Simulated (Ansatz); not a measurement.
Run report: CuO, band-structure calculation

CuO (2 atoms in the cell), computed with DFT PBE, scalar-relativistic, plane waves, PAW, no spin polarisation (Ansatz 0.2.0).

The structure was made by a generator, so it may or may not be a known phase. Figures and captions count atoms from 1; the log counts them from 0 in places.

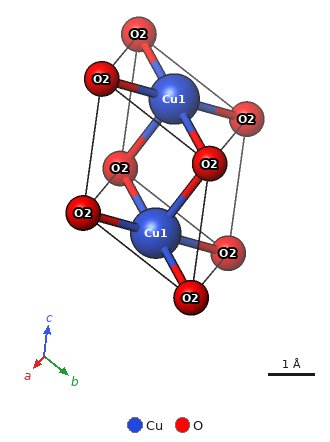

*The input geometry (ball-and-stick view of the cell of the calculation, seen slightly off an axis; atoms are numbered from 1 in the order of the input). An atom can appear more than once, as a periodic image.*

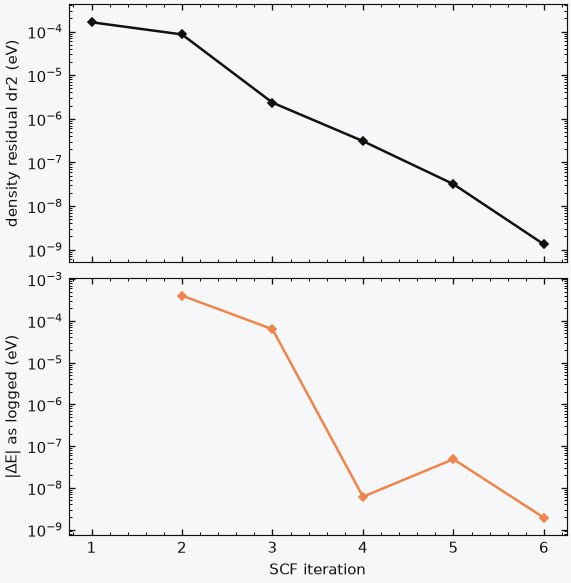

*Convergence of the self-consistent field: density residual dr2 and size of the energy change against the SCF iteration.*

The residual falls at every step.

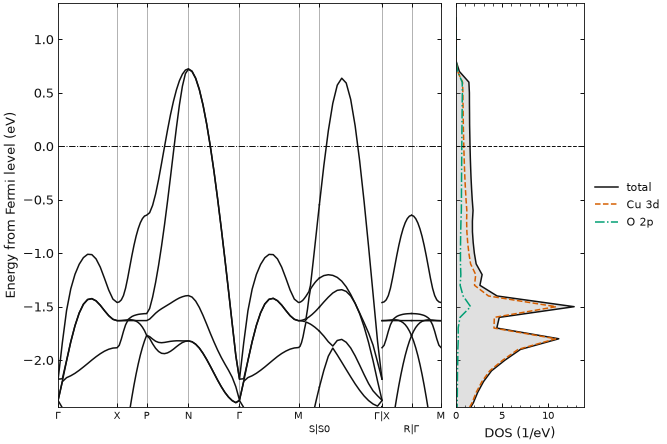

*Band structure along Γ–X–P–N–Γ–M–S|S0–Γ|X–R|Γ–M and density of states (projected on Löwdin-orthogonalised atomic shells), with energies from the Fermi level.*

Bands cross the Fermi level: a metal at this level of theory.

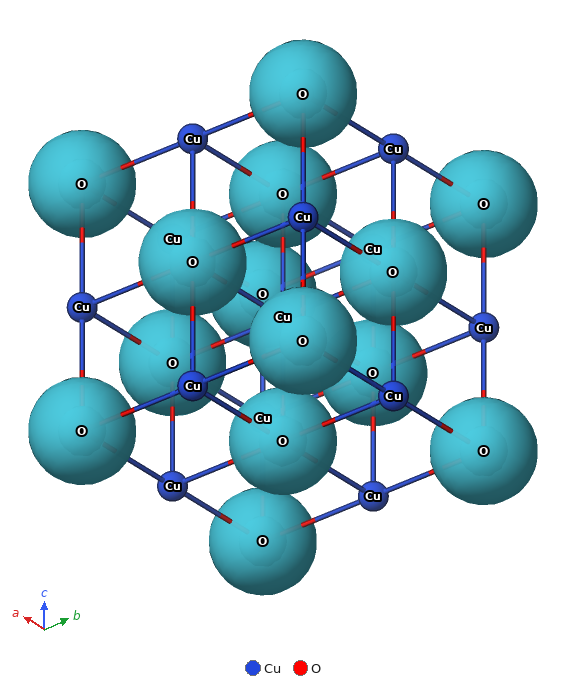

*Isosurface of the ELF at 0.7 (cyan), seen at an oblique angle. Core shells and regions of very low density are left out. Sticks mark near contacts. The outline is the cell set on symmetry axes.*

Profiles from the grid: Cu–O (2.12 Å): the ELF is about 0.15 at the midpoint (no shared pair; the contact is polar). Core electrons are frozen (PAW), so the fields are smoothed inside the atomic spheres.

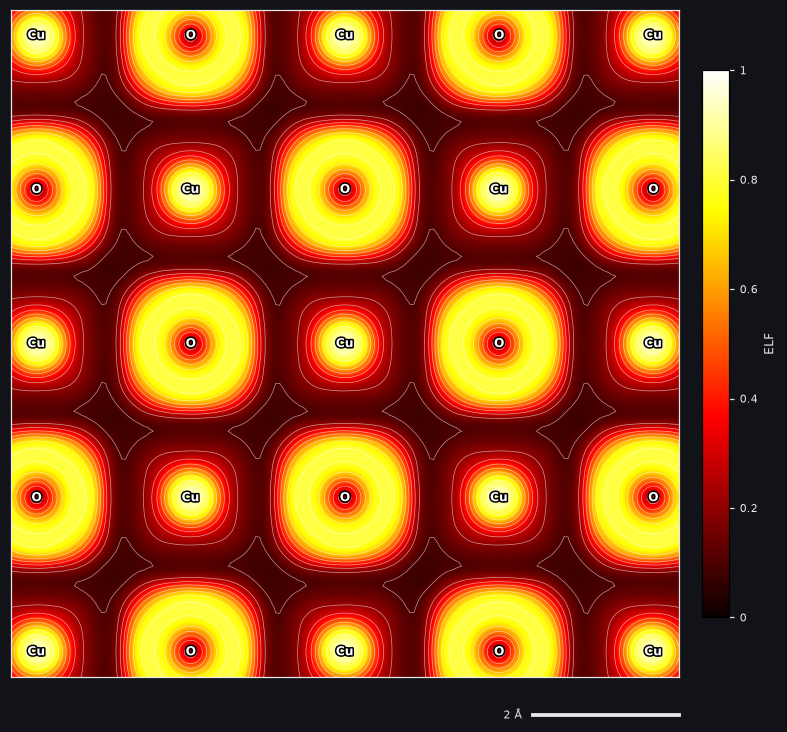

*ELF on the (010) plane of the conventional cell.*

The section cuts through Cu and O sites. Cu–O (2.12 Å): the ELF is about 0.15 at the midpoint (no shared pair; the contact is polar). The strong features right at Cu lie inside the PAW spheres (semicore, d or f shells) and say nothing about bonding.

The input and output of the run follow.

### Input file
```yaml
crystal:
  lattice:
    - [-1.5008864246, 1.5008864246, 2.121121136]
    - [1.5008864246, -1.5008864246, 2.121121136]
    - [1.5008864246, 1.5008864246, -2.121121136]
  atoms:
    - { symbol: Cu, position: [0.5, 0.5, 0.0] }
    - { symbol: O, position: [0.0, 0.0, 0.0] }
basis:
  ecutwfc: 420
kpoints:
  mp_grid: { grid: [26, 26, 26] }
  band_path:
    path:
      - [[0.0, 0.0, 0.0], [0.0, 0.0, 0.5], [0.25, 0.25, 0.25], [0.0, 0.5, 0.0], [0.0, 0.0, 0.0], [0.5, 0.5, -0.5], [0.37517129, 0.62482871, -0.37517129]]
      - [[-0.37517129, 0.37517129, 0.37517129], [0.0, 0.0, 0.0]]
      - [[0.0, 0.0, 0.5], [-0.25034258, 0.25034258, 0.5]]
      - [[0.5, 0.5, -0.25034258], [0.5, 0.5, -0.5]]
    npoints: 14
hamiltonian:
  xc: pbe
scf:
  occupations: { method: gaussian, width: 0.1 }
  n_extra_bands: 6
output:
  forces: true
  stress: true
  eigenvalues: true
  populations: true
  dos: { projected: true, de: 0.02, nscf_kmesh: { grid: [32, 32, 32] } }
  bader: true
  write_density: true
  write_potential: true
  elf: true
  volumetric_format: npy
```

Run as:
```bash
ansatz run input.yaml --threads 1 --pin off --max-ram 2560MiB --backend cpu --events-out ev --progress --plain --runs-dir out
```

### What the program printed
```
scf.n_extra_bands = 6 over 13 filled bands (N_el = 25.0): the run solves 19 bands
Engine: ansatz 0.2.0, x86_64-unknown-linux-gnu
Pseudopotentials: kind: paw
Pseudopotential: Cu, paw, valence charge 19, recommended cutoff 420 eV (normal), Cu.paw.azcp
Pseudopotential: O, paw, valence charge 6, recommended cutoff 420 eV (normal), O.paw.azcp
Functional definition: PBE
  parameter kappa = 0.804
  parameter beta = 0.06672455060314922
  exchange = pbe_x(kappa = kappa, mu = beta*pi^2/3)
  correlation = pbe_c(beta = beta)
Crystal: 2 atoms, lattice volume = 19.113 Å³
Basis set: ecut = 420 eV, 339 PW (Γ), exchange–correlation on 48×48×48 points (8 copies of the dense FFT grid, shifted against one another)
Bands: 19, of which v1, the nominal top of the filled ones, is band 13 counted from 1 (12 counted from 0)
Symmetry: 16 space group operations
Space group: I4/mmm (ITA 139), of the structure as read, at distance tolerance 2.7e-5 Å
k-points: 1330 of 17576
Non-local potential: Cu, projectors of the file, l = 0: 3, l = 1: 2, l = 2: 3, l = 3: 1
Non-local potential: O, projectors of the file, l = 0: 2, l = 1: 2, l = 2: 1
PAW form: soft (Blöchl's): semilocal exchange-correlation on the pseudo side does not see the compensation charge
PAW one-centre angular grid: Cu, 590 points (default); XC on 64 Gauss nodes
PAW one-centre angular grid: O, 110 points (default); XC on 64 Gauss nodes
Initial density: superposition of atomic densities (neutral atoms: chi_scale 0, normalization atom), corrected by the library's trained network
Initial wavefunctions: pseudopotential atomic-orbital guess
Functional: x = pbe(κ = 0.804, μ = 0.2195149727645171), c = pbe(β = 0.06672455060314922)
SCF iter   1: F=—  HF=-7190.928471 eV  |F-HF|=—  |Δ(HF+E_count)|=         —  Δρ=1.23e-3  dr2=1.63e-4  ethr=1.77e-3  ⟨swp⟩=5.5  Hψ=105671  notcnv=0  defer=718
preconditioner: auto → none  [metal: Δε(μ)=0.005 eV  Ē_g=18.256 eV  σ=0.100 eV  W_gap=0.03  n_scr=8 (ndim 8)  ℏωp=35.0 eV  f_vac=0.000  D(μ)=1.51/eV (n_scr^D=14)  sad-step TF]
SCF iter   2: F=—  HF=-7190.928875 eV  |F-HF|=—  |Δ(HF+E_count)|=   4.03e-4  Δρ=8.04e-4  dr2=8.56e-5  ethr=6.53e-7  ⟨swp⟩=2.7  Hψ=55234  notcnv=0  defer=745
SCF iter   3: F=—  HF=-7190.928938 eV  |F-HF|=—  |Δ(HF+E_count)|=   6.31e-5  Δρ=1.36e-4  dr2=2.34e-6  ethr=3.42e-7  ⟨swp⟩=1.9  Hψ=28364  notcnv=0  defer=745
SCF iter   4: F=—  HF=-7190.928938 eV  |F-HF|=—  |Δ(HF+E_count)|=   6.12e-9  Δρ=4.99e-5  dr2=3.07e-7  ethr=9.35e-9  ⟨swp⟩=2.2  Hψ=35032  notcnv=0  defer=745
iter 5 did not close the SCF: its close was put off for the readings that it lacked (scf_convergence_deferred on its scf_iter line)
SCF iter   5: F=-7190.928938 eV  HF=-7190.928938 eV  |F-HF|=4.07e-8  |Δ(HF+E_count)|=   4.86e-8  Δρ=1.90e-5  dr2=3.17e-8  ethr=1.23e-9  ⟨swp⟩=2.5  Hψ=37130  notcnv=0  defer=745
SCF iter   6: F=-7190.928938 eV  HF=-7190.928938 eV  |F-HF|=9.34e-10  |Δ(HF+E_count)|=   1.92e-9  Δρ=4.19e-6  dr2=1.32e-9  ethr=1.27e-10  ⟨swp⟩=7.9  Hψ=138100  notcnv=0
SCF 1 converged in 6 iterations: F = -7190.928938 eV  dr2 = 1.32e-9
  greatest PAW one-centre occupation: 1.000 electrons in one spin orbital (limit 2), on the Cu atom at site 0 (counted from 0), in its partial waves of l = 0
NSCF: frozen V_eff on 130 k-points
NSCF: frozen V_eff on 2393 k-points
SCF converged after 6 iterations
Free energy (F): -7190.928938 eV
Harris-Foulkes:  -7190.928938 eV  (|F-HF|=9.34e-10)
Internal energy: -7190.921418 eV  (E = F + TS)
E sigma→0 (E₀):  -7190.925178 eV
Entropy (-TS):   -0.007520 eV (-3.760 meV/atom)
Fermi energy:    13.028726 eV
--- Per-component energies (eV) ---
  E_band       = -396.679396
  E_kinetic    = 470.425712
  E_local      = -4610.313190  (includes V_loc(G=0)·N_el)
  E_nonlocal   = 443.604807
  E_hartree    = 1999.189644
  E_xc         = -161.349882
  E_vxc        = -207.125232  (∫ρ·V_xc dr)
  E_paw        = -1823.226008  (= ΣΔE_a)
  E_vpaw       = -491.650334  (= ΣTr[D̂ρ^β])
  E_aug_tail   = 0.002559  (compensation charges beyond the density's cutoff)
  E_ewald      = -3509.255060
  E_smearing   = -0.007520  (= −TS)
  E_closure    = 0.000000  (closes the sum)
  Σ components = -7190.928938   (vs F -7190.928938, Δ=0.00e0)
--- Forces (eV/Å), atoms counted from 1 ---
  atom   1  Cu    -0.00000000     0.00000000    -0.00000000
  atom   2  O     -0.00000000    -0.00000000    -0.00000000
  max |Σ_I F_I| component: 3.90e-29 eV/Å
--- Stress (GPa, compression-positive) ---
       -0.007258       0.000000       0.000000
        0.000000      -0.007258       0.000000
        0.000000       0.000000       0.015876
  P = ⅓ Tr σ = 0.0005 GPa (0.005 kbar)
--- Band table (eV; the first three rows and the last of 1330) ---
  k-point 0: bands = ["-99.0899", "-56.4708", "-56.4692", "-56.4692", "-6.5074", "10.5919", "10.5919", "10.5949", "10.6511", "10.6542", "10.6542", "10.8507", "10.8510", "14.3650", "31.1422", "31.6229", "31.6229", "31.6255", "33.9725"]
  k-point 1: bands = ["-99.0899", "-56.4709", "-56.4695", "-56.4693", "-6.4865", "10.1679", "10.3985", "10.4016", "10.5817", "10.8430", "10.8460", "10.8550", "11.2189", "14.5341", "30.3287", "31.3497", "31.3504", "32.5430", "33.3524"]
  k-point 2: bands = ["-99.0898", "-56.4712", "-56.4701", "-56.4696", "-6.4247", "9.5433", "10.1867", "10.1900", "10.5515", "10.8674", "11.0503", "11.0531", "11.5298", "14.9991", "29.4189", "30.8061", "30.8107", "32.0173", "33.7720"]
  k-point 1329: bands = ["-99.0885", "-56.4850", "-56.4753", "-56.4753", "-5.1243", "6.8370", "9.3760", "9.3760", "9.8955", "11.1466", "11.3979", "11.3979", "11.5677", "18.5772", "23.5448", "25.0696", "29.0502", "29.0502", "40.5313"]
--- Löwdin populations: 2 sites ---
  site symbol       q [e]
     0     Cu     17.9634
     1      O      6.9251
  spilling = 0.004459 (of n_electrons = 25.000000)
--- Bader charges: 2 sites ---
  site symbol  charge [e]  shift [e]
     0     Cu      1.0554     0.0021
     1      O     -1.0554     0.0021
  estimated error of the sums over rays = 3.4e-4 e
```

### File bader_charges.tsv
```
# site	symbol	x_ang	y_ang	z_ang	partial_charge_e	electrons	volume_ang3	relative_density_drop	shared_charge_e	partial_wave_shift_e
# quadrature_error_electrons = 3.4e-4
0	Cu	0.0000	0.0000	2.1211	1.05543	27.94457	9.01	-	1.05543	0.00208
1	O	0.0000	0.0000	0.0000	-1.05543	9.05543	10.10	-	-1.05543	0.00208
```

### Results in brief

```json
{"quantity": "outcome", "value": "converged"}
{"quantity": "space group (tolerance 0.01 Å)", "value": "Fm-3m (225)"}
{"quantity": "electrons treated", "value": "25"}
{"quantity": "free energy", "value": "−7190.9289 eV"}
{"quantity": "Fermi energy", "value": "13.029 eV"}
{"quantity": "gap on the k-point mesh", "value": "none (metallic)"}
{"quantity": "pressure", "value": "0.00 GPa"}
{"quantity": "largest force (length of the vector)", "value": "under 0.001 eV/Å"}
{"quantity": "hardware", "value": "1 thread of Intel Xeon @ 2.50GHz (Skylake/Cascade Lake), 12 GiB of memory available, shared host"}
{"quantity": "wall time", "value": "71 s"}
{"quantity": "peak memory", "value": "0.88 GiB"}
```

### Remarks

The run has no spin polarisation, so a magnetic state may lie lower.
